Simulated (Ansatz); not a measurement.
Al26P27 (cell charge −3, with a compensating background) (cell with a defect)

Al26P27 (cell charge −3, with a compensating background) (cell with a defect), 53 atoms, a = 11.56 Å, b = 11.56 Å, c = 11.56 Å, α = 60.00°, β = 60.00°, γ = 60.00°.

Not relaxed (largest force 1.2 eV/Å).

Method: DFT, PBE, plane-wave PAW, default files, scalar-relativistic (Ansatz).

Predict the valence pseudo-density and electron localisation function between the atoms.

Answer. Al–P (2.36 Å): the density is about 0.53 e/Å³ at the midpoint; the ELF peaks at about 0.95 between the atoms (localised, covalent bonding).

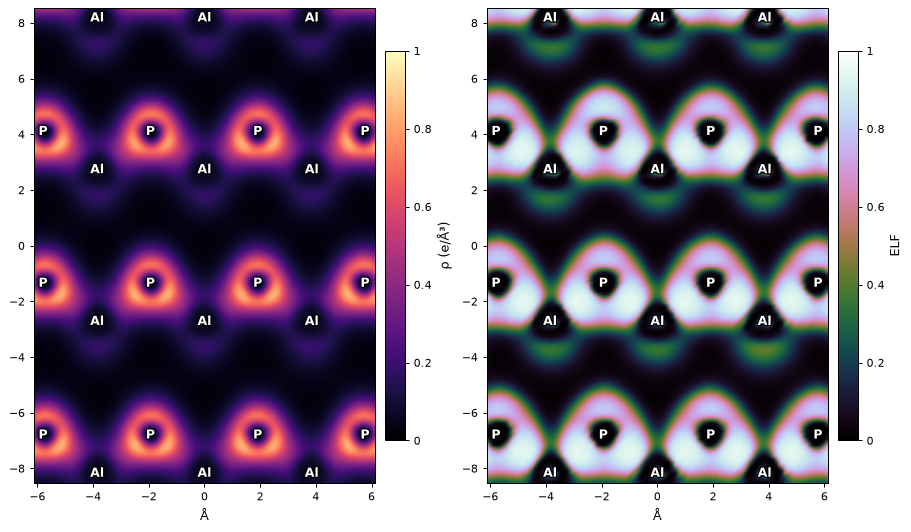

Computed valence pseudo-density and electron localisation function on the (101̄) plane of the calculation cell, in this order. 

Core electrons are frozen (PAW), and the valence fields are smoothed inside the atomic spheres.
